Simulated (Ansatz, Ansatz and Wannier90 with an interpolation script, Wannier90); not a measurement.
**CdSe (Cadmoselite): what limits a Wannier interpolation of GW**

How do the Wannier model and the GW settings move the interpolated bands of CdSe (Cadmoselite)?

Method: maximally localised Wannier functions from the overlaps of r2SCAN states (plane waves, PAW), in Wannier90 4.0.3.

The database entry behind the starting cell differs from later determinations by our own check (inner coordinate of an old entry), so it need not match the best structure at ambient conditions.

## (1) The structure

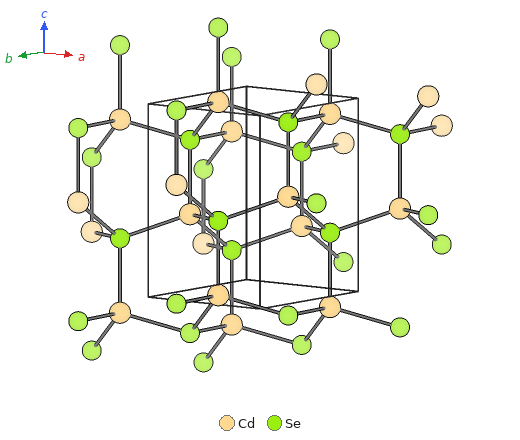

The cell as given, from a free direction (cadmium orange, selenium green). 2×2×1 cells are drawn. Some periodic images of atoms are drawn too.

As a file:

```cif
data_structure
_symmetry_space_group_name_H-M 'P6_3mc'
_symmetry_Int_Tables_number 186
_cell_length_a 4.3000
_cell_length_b 4.3000
_cell_length_c 7.0200
_cell_angle_alpha 90.000
_cell_angle_beta 90.000
_cell_angle_gamma 120.000
_cell_volume 112.41
loop_
_atom_site_label
_atom_site_type_symbol
_atom_site_symmetry_multiplicity
_atom_site_Wyckoff_symbol
_atom_site_fract_x
_atom_site_fract_y
_atom_site_fract_z
_atom_site_occupancy
Cd1 Cd 2 b 0.33333 0.66667 0.00000 1
Se1 Se 2 b 0.33333 0.66667 0.38500 1
```

The cell and positions come from the Crystallography Open Database and are kept as given unless a step says otherwise.

## (2) Wannier model on 12×12×8, by Wannier90

The input, w.win:

```
num_iter = 1200
conv_tol = 1.0e-8
conv_window = 5
dis_num_iter = 4000
dis_conv_tol = 1.0e-8
dis_mix_ratio = 0.7
write_hr = true
use_ws_distance = false
num_print_cycles = 50
! ansatz wannier90 interface
! projections by site (counted from 0) and shell: 0 5S, 1 5S, 2 4P, 3 4P
! states of the run's bands (counted from 1): 1-44
num_bands = 44
num_wann  = 8
dis_win_min = 2.7
dis_win_max = 14.52
dis_froz_min = 2.7
dis_froz_max = 9.78
guiding_centres = true

begin unit_cell_cart
Ang
        4.300000002151735                      0.0                      0.0
      -2.1500000010758673        3.723909238136543                      0.0
                      0.0                      0.0                     7.02
end unit_cell_cart

begin atoms_frac
Cd        0.3333333333333333       0.6666666666666666                      0.0
Cd        0.6666666666666666       0.3333333333333333                      0.5
Se        0.3333333333333333       0.6666666666666666                    0.385
Se        0.6666666666666666       0.3333333333333333                    0.885
end atoms_frac

mp_grid = 12 12 8

[... the mesh's points ...]
```

Command:

```
> OMP_NUM_THREADS=1 mpirun -n 8 wannier90.x w > wannier90.x.log
```

The log of the run:

```text
TEM
                                    ------

                              Lattice Vectors (Ang)
                    a_1     4.300000   0.000000   0.000000
                    a_2    -2.150000   3.723909   0.000000
                    a_3     0.000000   0.000000   7.020000

                   Unit Cell Volume:     112.40992  (Ang^3)

                        Reciprocal-Space Vectors (Ang^-1)
                    b_1     1.461206   0.843628  -0.000000
                    b_2     0.000000   1.687255   0.000000
                    b_3     0.000000  -0.000000   0.895041

 *----------------------------------------------------------------------------*
 |   Site       Fractional Coordinate          Cartesian Coordinate (Ang)     |
 +----------------------------------------------------------------------------+
 | cd   1   0.33333   0.66667   0.00000   |    0.00000   2.48261   0.00000    |
 | cd   2   0.66667   0.33333   0.50000   |    2.15000   1.24130   3.51000    |
 | se   1   0.33333   0.66667   0.38500   |    0.00000   2.48261   2.70270    |
 | se   2   0.66667   0.33333   0.88500   |    2.15000   1.24130   6.21270    |
 *----------------------------------------------------------------------------*
                                ------------
                                K-POINT GRID
                                ------------

             Grid size = 12 x 12 x  8      Total points = 1152

 *---------------------------------- MAIN ------------------------------------*
 |  Number of Wannier Functions               :                 8             |
 |  Number of Objective Wannier Functions     :                 8             |
 |  Number of input Bloch states              :                44             |
 |  Output verbosity (1=low, 5=high)          :                 1             |
 |  Timing Level (1=low, 5=high)              :                 1             |
 |  Optimisation (0=memory, 3=speed)          :                 3             |
 |  Length Unit                               :               Ang             |
 |  Post-processing setup (write *.nnkp)      :                 F             |
 |  Using Gamma-only branch of algorithms     :                 F             |
 *----------------------------------------------------------------------------*
 *------------------------------- WANNIERISE ---------------------------------*
 |  Total number of iterations                :              1200             |
 |  Number of CG steps before reset           :                 5             |
 |  Trial step length for line search         :             2.000             |
 |  Convergence tolerence                     :         0.100E-07             |
 |  Convergence window                        :                 5             |
 |  Iterations between writing output         :                50             |
[...]
Cycle:      1
[...]
Sum of centres and spreads (  8.600000, 14.895637, 30.496402 )    27.26042510

      1    -0.827E-01     0.1705079240       27.2604251041       2.51  <-- CONV
        O_D=      0.1507119 O_OD=      1.1592656 O_TOT=     27.2604251 <-- SPRD

[... cut ...]
<-- DLTA
 ------------------------------------------------------------------------------
 Cycle:    650
[...]
Sum of centres and spreads (  8.600000, 14.895637, 30.497098 )    27.12087930

    650    -0.144E-05     0.0008851138       27.1208793023      13.36  <-- CONV
        O_D=      0.1418137 O_OD=      1.0286180 O_TOT=     27.1208793 <-- SPRD
 Delta: O_D= -0.7132245E-06 O_OD= -0.7298906E-06 O_TOT= -0.1443115E-05 <-- DLTA
[...]
Cycle:    700
[...]
Delta: O_D= -0.1392799E-05 O_OD=  0.3234993E-06 O_TOT= -0.1069299E-05 <-- DLTA
[...]
Delta: O_D= -0.2290723E-05 O_OD=  0.1476135E-05 O_TOT= -0.8145881E-06 <-- DLTA
[...]
Cycle:   1150
[...]
1150    -0.985E-06     0.0006548960       27.1203616015      21.73  <-- CONV
        O_D=      0.1408671 O_OD=      1.0290469 O_TOT=     27.1203616 <-- SPRD
 Delta: O_D= -0.3582996E-05 O_OD=  0.2597611E-05 O_TOT= -0.9853852E-06 <-- DLTA
[...]
Cycle:   1200
[...]
Sum of centres and spreads (  8.600000, 14.895637, 30.497110 )    27.12032098

   1200    -0.108E-05     0.0007189121       27.1203209813      22.58  <-- CONV
        O_D=      0.1407784 O_OD=      1.0290950 O_TOT=     27.1203210 <-- SPRD
 Delta: O_D= -0.4283764E-05 O_OD=  0.3206953E-05 O_TOT= -0.1076811E-05 <-- DLTA
 ------------------------------------------------------------------------------
 Final State
[...]
WF centre and spread    7  (  2.150000,  1.319698,  6.265728 )     2.99765803
  WF centre and spread    8  (  2.150000,  1.156540,  6.265311 )     2.99610657
  Sum of centres and spreads (  8.600000, 14.895637, 30.497110 )    27.12032098

         Spreads (Ang^2)       Omega I      =    25.950447606
        ================       Omega D      =     0.140778411
                               Omega OD     =     1.029094965
    Final Spread (Ang^2)       Omega Total  =    27.120320981
 ------------------------------------------------------------------------------

 Writing checkpoint file w.chk... done

 *---------------------------------------------------------------------------*
 |                               PLOTTING                                    |
 *---------------------------------------------------------------------------*

 *===========================================================================*
 |                             TIMING INFORMATION                            |
 *===========================================================================*
 |    Tag                                                Ncalls      Time (s)|
 |---------------------------------------------------------------------------|
 |kmesh: get                                        :         1         0.258|
 |overlap: read                                     :         1         9.640|
 |dis: main                                         :         1         2.575|
 |wann: main                                        :         1        20.097|
 |plot: main                                        :         1         0.129|
 *---------------------------------------------------------------------------*
 All done: wannier90 exiting
```

Run time: 34 s. Hardware: 8 MPI ranks of Arm Neoverse V2, shared host.

The loop ended before it converged.

## (3) Wannier model on 12×12×8, by Wannier90

w.win, as its differences from that of step 2:

```diff
@@ -11,7 +11,7 @@
 ! projections by site (counted from 0) and shell: 0 5S, 1 5S, 2 4P, 3 4P
-! states of the run's bands (counted from 1): 1-44
-num_bands = 44
+! states of the run's bands (counted from 1): 1-46
+num_bands = 46
 num_wann  = 8
 dis_win_min = 2.7
-dis_win_max = 14.52
+dis_win_max = 16.66
 dis_froz_min = 2.7
```

The log of the run:

```text
[banner, memory and clock lines left out]
TEM
                                    ------

                              Lattice Vectors (Ang)
                    a_1     4.300000   0.000000   0.000000
                    a_2    -2.150000   3.723909   0.000000
                    a_3     0.000000   0.000000   7.020000

                   Unit Cell Volume:     112.40992  (Ang^3)

                        Reciprocal-Space Vectors (Ang^-1)
                    b_1     1.461206   0.843628  -0.000000
                    b_2     0.000000   1.687255   0.000000
                    b_3     0.000000  -0.000000   0.895041

 *----------------------------------------------------------------------------*
 |   Site       Fractional Coordinate          Cartesian Coordinate (Ang)     |
 +----------------------------------------------------------------------------+
 | cd   1   0.33333   0.66667   0.00000   |    0.00000   2.48261   0.00000    |
 | cd   2   0.66667   0.33333   0.50000   |    2.15000   1.24130   3.51000    |
 | se   1   0.33333   0.66667   0.38500   |    0.00000   2.48261   2.70270    |
 | se   2   0.66667   0.33333   0.88500   |    2.15000   1.24130   6.21270    |
 *----------------------------------------------------------------------------*
                                ------------
                                K-POINT GRID
                                ------------

             Grid size = 12 x 12 x  8      Total points = 1152

 *---------------------------------- MAIN ------------------------------------*
 |  Number of Wannier Functions               :                 8             |
 |  Number of Objective Wannier Functions     :                 8             |
 |  Number of input Bloch states              :                46             |
[...]
Delta: O_D= -0.2213462E-05 O_OD=  0.9482497E-06 O_TOT= -0.1265212E-05 <-- DLTA
 Cycle:   1200
[...]
Sum of centres and spreads (  8.600000, 14.895637, 30.677679 )    23.95780412

   1200    -0.105E-05     0.0008244430       23.9578041161      35.71  <-- CONV
        O_D=      0.0393750 O_OD=      0.6221450 O_TOT=     23.9578041 <-- SPRD
 Delta: O_D= -0.2654396E-05 O_OD=  0.1608040E-05 O_TOT= -0.1046356E-05 <-- DLTA
 Final State
[...]
WF centre and spread    7  (  2.150000,  1.336347,  6.262481 )     2.84987230
  WF centre and spread    8  (  2.150000,  1.138170,  6.261815 )     2.84715114
  Sum of centres and spreads (  8.600000, 14.895637, 30.677679 )    23.95780412

         Spreads (Ang^2)       Omega I      =    23.296284128
        ================       Omega D      =     0.039374996
                               Omega OD     =     0.622144992
    Final Spread (Ang^2)       Omega Total  =    23.957804116

 Writing checkpoint file w.chk... done

 *---------------------------------------------------------------------------*
 |                               PLOTTING                                    |
 *---------------------------------------------------------------------------*

 *===========================================================================*
 |                             TIMING INFORMATION                            |
 *===========================================================================*
 |    Tag                                                Ncalls      Time (s)|
 |---------------------------------------------------------------------------|
 |kmesh: get                                        :         1         0.256|
 |overlap: read                                     :         1        10.493|
 |dis: main                                         :         1        14.168|
 |wann: main                                        :         1        21.644|
 |plot: main                                        :         1         0.126|
 *---------------------------------------------------------------------------*
 All done: wannier90 exiting
```

It took 48 s on 8 MPI ranks.

Frozen up to 2.60 eV; above it the model need not follow the bands. The electronic bands at the labelled points (eV, zero at the valence-band top; v1 is the highest filled band, c1 the lowest empty one):

```tsv
point	v4	v3	v2	v1	c1	c2
Γ	-0.72	-0.01	0.00	0.00	1.20	3.49
M	-2.59	-1.88	-1.25	-0.84	3.85	5.06
K	-3.12	-1.81	-1.81	-1.81	5.31	5.31
Γ	-0.72	-0.01	0.00	0.00	1.20	3.49
A	-0.37	-0.37	-0.37	-0.37	3.21	3.21
L	-1.40	-1.40	-1.30	-1.30	4.32	4.32
H	-2.53	-2.53	-1.07	-1.07	4.84	4.84
A	-0.37	-0.37	-0.37	-0.37	3.21	3.21
jump to L	-1.40	-1.40	-1.30	-1.30	4.32	4.32
M	-2.59	-1.88	-1.25	-0.84	3.85	5.06
jump to H	-2.53	-2.53	-1.07	-1.07	4.84	4.84
K	-3.12	-1.81	-1.81	-1.81	5.31	5.31
```

The same for Kohn-Sham, solved directly:

```tsv
point	v4	v3	v2	v1	c1	c2
Γ	-0.72	-0.01	0.00	0.00	1.20	2.60
M	-2.59	-1.88	-1.25	-0.84	3.69	3.70
K	-3.12	-1.81	-1.81	-1.81	4.66	5.30
Γ	-0.72	-0.01	0.00	0.00	1.20	2.60
A	-0.37	-0.37	-0.37	-0.37	2.81	2.81
L	-1.40	-1.40	-1.30	-1.30	3.40	3.40
H	-2.53	-2.53	-1.07	-1.07	4.29	4.29
A	-0.37	-0.37	-0.37	-0.37	2.81	2.81
L	-1.40	-1.40	-1.30	-1.30	3.40	3.40
M	-2.59	-1.88	-1.25	-0.84	3.69	3.70
H	-2.53	-2.53	-1.07	-1.07	4.29	4.29
K	-3.12	-1.81	-1.81	-1.81	4.66	5.30
```

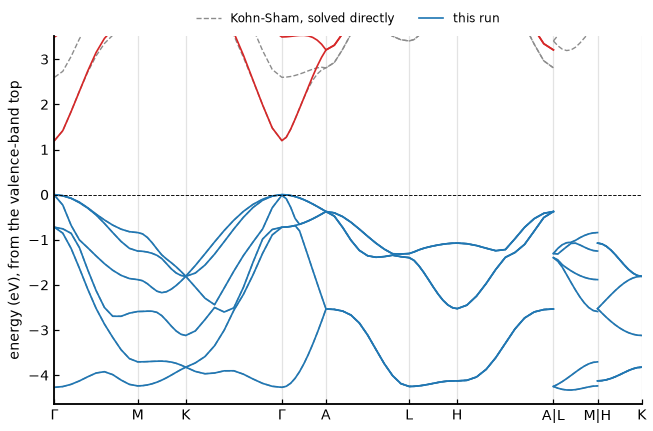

Electronic bands along the path; lines of filled and empty bands in two colours; dashed: Kohn-Sham, solved directly.

The loop ended before it converged.

## (4) Wannier model on 12×12×8, by Wannier90

Localised functions give a small Hamiltonian that interpolates between mesh points at no cost.

w.win, as its differences from that of step 3:

```diff
@@ -10,9 +10,9 @@
 ! ansatz wannier90 interface
-! projections by site (counted from 0) and shell: 0 5S, 1 5S, 2 4P, 3 4P
-! states of the run's bands (counted from 1): 1-46
-num_bands = 46
-num_wann  = 8
-dis_win_min = 2.7
-dis_win_max = 16.66
-dis_froz_min = 2.7
+! projections by site (counted from 0) and shell: 0 5S, 1 5S, 0 4D, 1 4D, 2 4P, 3 4P
+! states of the run's bands (counted from 1): 1-44
+num_bands = 44
+num_wann  = 18
+dis_win_min = -1.17
+dis_win_max = 14.52
+dis_froz_min = -1.17
 dis_froz_max = 9.78
```

The log of the run:

```text
[banner, memory and clock lines left out]
TEM
                                    ------

                              Lattice Vectors (Ang)
                    a_1     4.300000   0.000000   0.000000
                    a_2    -2.150000   3.723909   0.000000
                    a_3     0.000000   0.000000   7.020000

                   Unit Cell Volume:     112.40992  (Ang^3)

                        Reciprocal-Space Vectors (Ang^-1)
                    b_1     1.461206   0.843628  -0.000000
                    b_2     0.000000   1.687255   0.000000
                    b_3     0.000000  -0.000000   0.895041

 *----------------------------------------------------------------------------*
 |   Site       Fractional Coordinate          Cartesian Coordinate (Ang)     |
 +----------------------------------------------------------------------------+
 | cd   1   0.33333   0.66667   0.00000   |    0.00000   2.48261   0.00000    |
 | cd   2   0.66667   0.33333   0.50000   |    2.15000   1.24130   3.51000    |
 | se   1   0.33333   0.66667   0.38500   |    0.00000   2.48261   2.70270    |
 | se   2   0.66667   0.33333   0.88500   |    2.15000   1.24130   6.21270    |
 *----------------------------------------------------------------------------*
                                ------------
                                K-POINT GRID
                                ------------

             Grid size = 12 x 12 x  8      Total points = 1152

 *---------------------------------- MAIN ------------------------------------*
 |  Number of Wannier Functions               :                18             |
 |  Number of Objective Wannier Functions     :                18             |
 |  Number of input Bloch states              :                44             |
[...]
Sum of centres and spreads ( 19.350000, 33.515183, 47.982199 )    30.40003378

    600    -0.234E-06     0.0005410802       30.4000337782      39.11  <-- CONV
        O_D=      0.1243243 O_OD=      1.4274559 O_TOT=     30.4000338 <-- SPRD
 Delta: O_D= -0.2404205E-06 O_OD=  0.6022652E-08 O_TOT= -0.2343978E-06 <-- DLTA

             <<<     Delta < 1.000E-08  over  5 iterations     >>>
             <<< Wannierisation convergence criteria satisfied >>>

 Final State
[...]
WF centre and spread   17  (  2.150000,  1.275917,  6.234298 )     2.47537042
  WF centre and spread   18  (  2.150000,  1.206107,  6.234331 )     2.47525415
  Sum of centres and spreads ( 19.350000, 33.515183, 47.982199 )    30.40002580

         Spreads (Ang^2)       Omega I      =    28.848253487
        ================       Omega D      =     0.124285633
                               Omega OD     =     1.427486680
    Final Spread (Ang^2)       Omega Total  =    30.400025801

 Writing checkpoint file w.chk... done

 *---------------------------------------------------------------------------*
 |                               PLOTTING                                    |
 *---------------------------------------------------------------------------*

 *===========================================================================*
 |                             TIMING INFORMATION                            |
 *===========================================================================*
 |    Tag                                                Ncalls      Time (s)|
 |---------------------------------------------------------------------------|
 |kmesh: get                                        :         1         0.258|
 |overlap: read                                     :         1         9.922|
 |dis: main                                         :         1         9.018|
 |wann: main                                        :         1        31.441|
 |plot: main                                        :         1         0.642|
 *---------------------------------------------------------------------------*
 All done: wannier90 exiting
```

Elapsed: 54 s, on 8 MPI ranks.

This step gave:

| Quantity | Value |
| --- | --- |
| gauge-invariant spread | 28.85 Å² |
| diagonal spread | 0.1243 Å² |
| off-diagonal spread | 1.427 Å² |
| total spread | 30.40 Å² |
| disentanglement steps | 266 |
| r.m.s. interpolation error | 3.87e-4 eV |
| r.m.s. error near the gap | 8.21e-4 eV |

Near the gap the model misses directly solved bands by 0.8 meV r.m.s. and by 13 meV at most in the window tested. This tests the starting bands, not the corrections carried with them.

Frozen up to 2.60 eV; above it the model need not follow the bands. Electronic bands along the path, in eV, zero at the valence-band top:

```tsv
point	band 33	band 34	band 35	band 36	band 37	band 38
Γ	-0.72	-0.01	0.00	0.00	1.20	2.60
M	-2.59	-1.88	-1.25	-0.84	3.76	4.31
K	-3.12	-1.81	-1.81	-1.81	5.30	5.30
Γ	-0.72	-0.01	0.00	0.00	1.20	2.60
A	-0.37	-0.37	-0.37	-0.37	2.91	2.91
L	-1.40	-1.40	-1.30	-1.30	3.90	3.90
H	-2.53	-2.53	-1.07	-1.07	4.71	4.71
A	-0.37	-0.37	-0.37	-0.37	2.91	2.91
jump to L	-1.40	-1.40	-1.30	-1.30	3.90	3.90
M	-2.59	-1.88	-1.25	-0.84	3.76	4.31
jump to H	-2.53	-2.53	-1.07	-1.07	4.71	4.71
K	-3.12	-1.81	-1.81	-1.81	5.30	5.30
```

The same for Kohn-Sham, solved directly:

```tsv
point	band 33	band 34	band 35	band 36	band 37	band 38
Γ	-0.72	-0.01	0.00	0.00	1.20	2.60
M	-2.59	-1.88	-1.25	-0.84	3.69	3.70
K	-3.12	-1.81	-1.81	-1.81	4.66	5.30
Γ	-0.72	-0.01	0.00	0.00	1.20	2.60
A	-0.37	-0.37	-0.37	-0.37	2.81	2.81
L	-1.40	-1.40	-1.30	-1.30	3.40	3.40
H	-2.53	-2.53	-1.07	-1.07	4.29	4.29
A	-0.37	-0.37	-0.37	-0.37	2.81	2.81
L	-1.40	-1.40	-1.30	-1.30	3.40	3.40
M	-2.59	-1.88	-1.25	-0.84	3.69	3.70
H	-2.53	-2.53	-1.07	-1.07	4.29	4.29
K	-3.12	-1.81	-1.81	-1.81	4.66	5.30
```

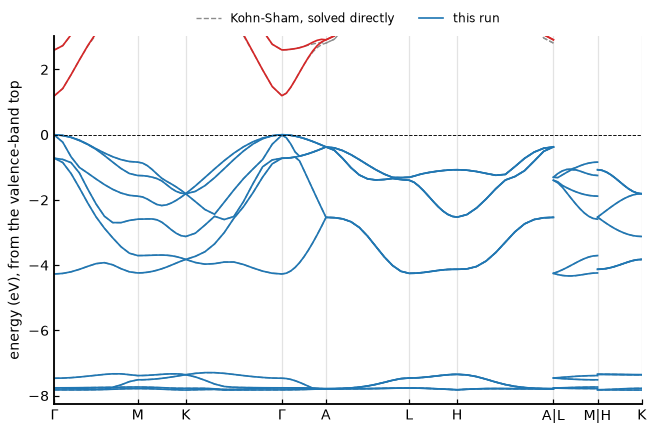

Electronic bands along the path; lines of filled and empty bands in two colours; dashed: Kohn-Sham, solved directly.

(Part 1 of 2 ends here.)

[Paths, hosts, dates, memory and timing lines, banners, echoed tables and standing remarks are left out of the program output.]

[Logs are printed without paths, hosts, clocks, repeated set-up lines and the standing remarks that a program may print on its own settings, such as how far it seeks lower states.]

[Runs of the session that timed out or met a known fault of the program may be left out.]

[Hosts, paths, dates, database ids (printed as entryN), source tags and the programs' standing remarks are cut or masked in the printed files.]
